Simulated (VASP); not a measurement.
# Two runs on C

System: C (4 atoms in the cell).
Method of run 1: Kohn-Sham DFT of a periodic cell, PBE, VASP PAW PBE potentials, recommended, no spin polarisation (VASP 6.6.1).

The structure was built on a prototype by a generator; it need not be a known phase. 

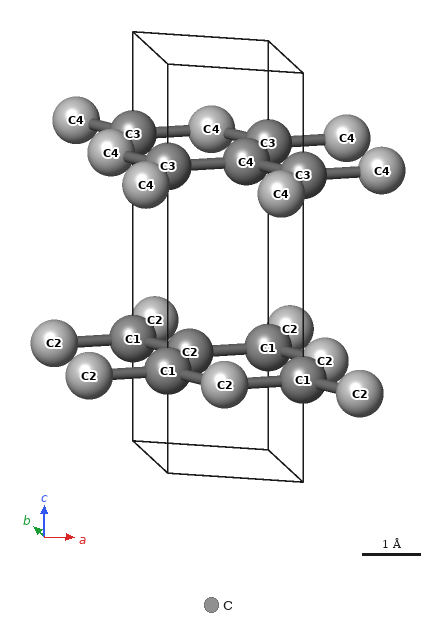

The structure as given in the input (ball-and-stick view of the cell of the calculation, seen slightly off an axis; neighbours outside the cell are drawn fainter; atoms are numbered from 1 in the order of the input). Near neighbours in the crystal (not all of them lie inside the picture): C has 3 C at 1.42 Å.

## INCAR, run 1
```
PREC = Accurate ; ENCUT = 520
EDIFF = 1E-7 ; ISMEAR = -1
SIGMA = 0.05 ; LREAL = False
LASPH = True ; NELM = 80
ALGO = Fast ; ISIF = 2
LWAVE = False ; LCHARG = False
GGA = PE
```

## KPOINTS, run 1
```
regular mesh
0
Gamma
  16 16 4
```

## POSCAR, run 1
```
C
1.0
    2.4610000000      0.0000000000      0.0000000000
   -1.2305000000      2.1312885187      0.0000000000
    0.0000000000      0.0000000000      7.3788000000
C
4
Direct
    0.0000000000      0.0000000000      0.2500000000
    0.3333333333      0.6666666667      0.2500000000
    0.0000000000      0.0000000000      0.7500000000
    0.6666666667      0.3333333333      0.7500000000
```

Command:
```bash
cat potpaw_PBE.64/C/POTCAR > POTCAR
mpirun -np 1 vasp_std > vasp.out
```

Hardware: 1 thread of Intel Xeon (Sapphire Rapids), 192 GiB of memory available, shared host.

## OSZICAR and lines of OUTCAR (run 1)
```
N       E                     dE             d eps       ncg     rms          rms(c)
DAV:   1     0.526407556544E+02    0.52641E+02   -0.82976E+03  2176   0.122E+03
DAV:   2    -0.352209826691E+02   -0.87862E+02   -0.79927E+02  3036   0.232E+02
DAV:   3    -0.393105448806E+02   -0.40896E+01   -0.40596E+01  2708   0.509E+01
DAV:   4    -0.393626359334E+02   -0.52091E-01   -0.52021E-01  2672   0.677E+00
DAV:   5    -0.393638729011E+02   -0.12370E-02   -0.12362E-02  2736   0.100E+00    0.899E+00
RMM:   6    -0.374801513894E+02    0.18837E+01   -0.16899E+00  2265   0.919E+00    0.523E+00
RMM:   7    -0.368757699547E+02    0.60438E+00   -0.30315E+00  2415   0.127E+01    0.134E+00
RMM:   8    -0.369040529907E+02   -0.28283E-01   -0.24036E-01  2378   0.381E+00    0.653E-01
RMM:   9    -0.368896467432E+02    0.14406E-01   -0.51449E-02  2592   0.193E+00    0.963E-02
RMM:  10    -0.368906900473E+02   -0.10433E-02   -0.10073E-02  2737   0.940E-01    0.943E-02
RMM:  11    -0.368910415629E+02   -0.35152E-03   -0.56553E-03  2622   0.636E-01    0.184E-01
RMM:  12    -0.368912302948E+02   -0.18873E-03   -0.13258E-03  2724   0.334E-01    0.190E-01
RMM:  13    -0.368912211347E+02    0.91601E-05   -0.22034E-04  2814   0.134E-01    0.182E-01
RMM:  14    -0.368911852316E+02    0.35903E-04   -0.51063E-05  2776   0.592E-02    0.171E-01
RMM:  15    -0.368911277813E+02    0.57450E-04   -0.12128E-05  2625   0.296E-02    0.152E-01
RMM:  16    -0.368910423138E+02    0.85467E-04   -0.37314E-05  2608   0.468E-02    0.120E-01
RMM:  17    -0.368909908604E+02    0.51453E-04   -0.33913E-05  2577   0.465E-02    0.935E-02
RMM:  18    -0.368909459122E+02    0.44948E-04   -0.42301E-05  2665   0.525E-02    0.588E-02
RMM:  19    -0.368909263806E+02    0.19532E-04   -0.42146E-05  2612   0.527E-02    0.257E-02
RMM:  20    -0.368909238738E+02    0.25069E-05   -0.16086E-05  2601   0.349E-02    0.616E-03
RMM:  21    -0.368909241527E+02   -0.27900E-06   -0.18315E-06  2694   0.133E-02    0.166E-03
RMM:  22    -0.368909241964E+02   -0.43674E-07   -0.20023E-07  2007   0.399E-03
   1 F= -.36890924E+02 E0= -.36890922E+02  d E =-.485777E-05
[... from OUTCAR:]
  free energy    TOTEN  =       -36.89092420 eV
  energy without entropy =      -36.89091934  energy(sigma->0) =      -36.89092177
 E-fermi :   3.9454     XC(G=0):  -9.6799     alpha+bet :-10.3583
  free  energy   TOTEN  =       -36.8909241964 eV
  energy  without entropy=      -36.8909193387  energy(sigma->0) =      -36.89092177
```

For run 2 the input was changed thus:
```diff
-GGA = PE
```

How does run 2 compare with run 1?

The total energies belong to different methods, so their difference says nothing on which is more stable or more accurate. The pressure goes from 2.36 to −4.67 GPa. The SCF takes 19 iterations against 22.

## OSZICAR and lines of OUTCAR (run 2)
```
N       E                     dE             d eps       ncg     rms          rms(c)
DAV:   1     0.477801306746E+02    0.47780E+02   -0.82808E+03  2176   0.122E+03
DAV:   2    -0.390748128212E+02   -0.86855E+02   -0.78889E+02  3024   0.230E+02
DAV:   3    -0.431723493975E+02   -0.40975E+01   -0.40671E+01  2700   0.508E+01
DAV:   4    -0.432269584786E+02   -0.54609E-01   -0.54540E-01  2712   0.705E+00
DAV:   5    -0.432282621894E+02   -0.13037E-02   -0.13031E-02  2708   0.104E+00    0.921E+00
RMM:   6    -0.410797015142E+02    0.21486E+01   -0.20162E+00  2265   0.991E+00    0.526E+00
RMM:   7    -0.404130980873E+02    0.66660E+00   -0.34430E+00  2399   0.133E+01    0.133E+00
RMM:   8    -0.404397331739E+02   -0.26635E-01   -0.32259E-01  2383   0.442E+00    0.698E-01
RMM:   9    -0.404182566650E+02    0.21477E-01   -0.67209E-02  2596   0.216E+00    0.118E-01
RMM:  10    -0.404195690546E+02   -0.13124E-02   -0.14153E-02  2722   0.110E+00    0.860E-02
RMM:  11    -0.404198737369E+02   -0.30468E-03   -0.36870E-03  2698   0.562E-01    0.131E-01
RMM:  12    -0.404197970940E+02    0.76643E-04   -0.99251E-04  2685   0.263E-01    0.172E-02
RMM:  13    -0.404198123406E+02   -0.15247E-04   -0.14739E-04  2761   0.108E-01    0.280E-02
RMM:  14    -0.404198163139E+02   -0.39733E-05   -0.36320E-05  2881   0.475E-02    0.294E-02
RMM:  15    -0.404198089420E+02    0.73719E-05   -0.12522E-05  2599   0.290E-02    0.176E-02
RMM:  16    -0.404198067009E+02    0.22411E-05   -0.38409E-06  2676   0.182E-02    0.952E-03
RMM:  17    -0.404198062046E+02    0.49629E-06   -0.12662E-06  2683   0.981E-03    0.689E-03
RMM:  18    -0.404198059371E+02    0.26747E-06   -0.73569E-07  2649   0.756E-03    0.344E-03
RMM:  19    -0.404198059402E+02   -0.30698E-08   -0.32940E-07  2131   0.495E-03
   1 F= -.40419806E+02 E0= -.40419803E+02  d E =-.579172E-05
[... from OUTCAR:]
  free energy    TOTEN  =       -40.41980594 eV
  energy without entropy =      -40.41980015  energy(sigma->0) =      -40.41980304
 E-fermi :   3.8031     XC(G=0): -10.1432     alpha+bet :-10.5353
  free  energy   TOTEN  =       -40.4198059402 eV
  energy  without entropy=      -40.4198001485  energy(sigma->0) =      -40.41980304
```

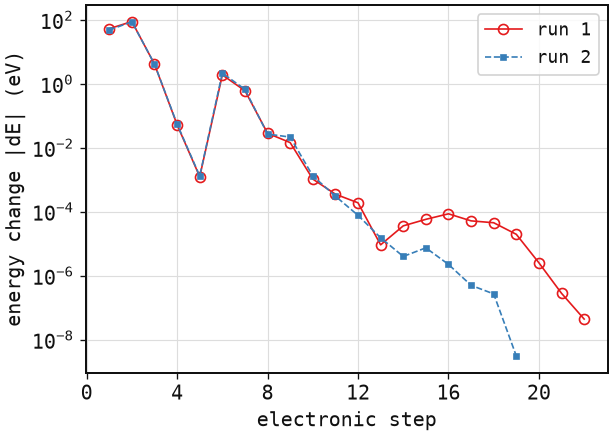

Convergence of the two runs: energy change |dE| against the electronic step. Run 1 takes 22 steps in all, and run 2 takes 19.

## The two runs side by side

| quantity | run 1 | run 2 |
| --- | --- | --- |
| outcome | converged | converged |
| free energy per atom (eV) | −9.2227 | −10.1050 |
| gap on the mesh (eV) | 0.83 | 0.81 |
| pressure (GPa) | 2.36 | −4.67 |
| largest force (eV/Å) | 0.000 | 0.000 |
| SCF iterations | 22 | 19 |
| irreducible k-points | 90 | 90 |
| plane waves at Γ | 1066 | 1066 |
